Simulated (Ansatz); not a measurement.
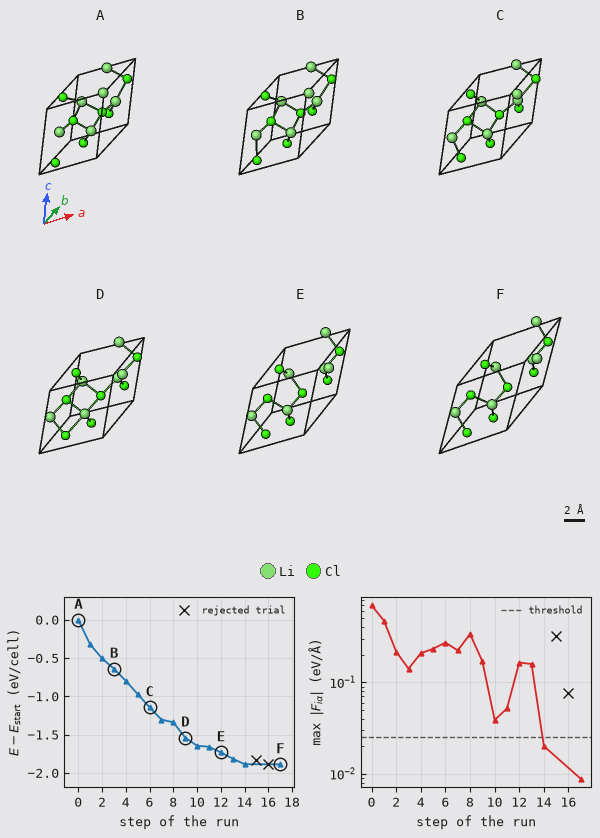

Frames of a relaxation of solid LiCl (a generated structure, set up in P1) (coarse preliminary run), marked on the history of the run. Style: ball-and-stick. Shown: the cell of the calculation, reduced to other axes, from a free direction. Lengths and directions refer to the drawn axes.

Theory: DFT PBE, scalar-relativistic, plane waves, PAW (Ansatz 0.2.0). Set-up: plane-wave cutoff 420 eV; k-point mesh 4 × 4 × 4; occupations gaussian; smearing width 0.1 eV; no spin polarisation; cell and atoms relaxed; force threshold 0.025 eV/Å; at most 60 steps.

Question: Describe the path.

Answer: The run was cut off at its time limit before the program reported convergence, but its last step already meets the force threshold: the largest component is 0.0088 eV/Å against 0.025 eV/Å. The pressure is within 0.01 GPa of its target. A Li atom moves most relative to the cell: 1.46 Å along [3 1 −1]. Largest moves by element: Li 1.46 Å, Cl 1.41 Å. The drawn cell changes as follows: a 6.187 → 7.374 Å (+19.2 %), b 7.050 → 7.377 Å (+4.6 %), c 7.209 → 7.375 Å (+2.3 %), α 76.3° → 55.0°, β 65.2° → 55.1°, γ 64.4° → 55.1°; the volume changes by −2.3 %. Near-neighbour distances that change, for instance: Cl–Li 4.587 → 2.384 Å, Cl–Li 4.567 → 2.384 Å, Cl–Li 2.754 → 4.604 Å, Cl–Li 2.852 → 4.608 Å. New bonds form: Cl–Li (3.47 → 2.39 Å), Cl–Li (3.51 → 2.38 Å), Cl–Li (3.53 → 2.39 Å), Cl–Li (3.63 → 2.39 Å). Bonds break: Cl–Li (2.11 → 3.85 Å), Cl–Li (2.23 → 3.85 Å), Cl–Li (2.34 → 3.85 Å), Cl–Li (2.75 → 4.60 Å). Among the angles between lasting bonds that change: Cl–Li–Cl 154.9° → 110.9°, Li–Cl–Li 143.7° → 107.5°, Cl–Li–Cl 142.0° → 107.9°. The space group (tolerance 0.01 Å) goes from P1 (No. 1) to Cmc2_1 (No. 36). The energy falls by 1.886 eV per cell of the calculation in 15 accepted moves (17 points after the start). The largest force component goes from 0.69 to 0.0088 eV/Å. The pressure goes from 1.98 to 0.00 GPa. The line search rejected the trial steps at points 15, 16 of the run. Cost: 9.7 min on 1 thread of Arm Neoverse V2, on a shared host, peak memory 0.69 GiB. From step 0 to 3: a Li atom moves most (0.50 Å), volume +3.1 %, energy −0.638 eV per cell of the calculation. From step 3 to 6: a Li atom moves most (0.59 Å), volume −0.4 %, energy −0.502 eV per cell of the calculation. From step 6 to 9: a Li atom moves most (0.44 Å), volume −6.3 %, energy −0.396 eV per cell of the calculation. From step 9 to 12: a Li atom moves most (0.45 Å), volume −1.1 %, energy −0.193 eV per cell of the calculation. From step 12 to 17: Li and Cl atoms move most (0.13 Å), volume +2.7 %, energy −0.157 eV per cell of the calculation.
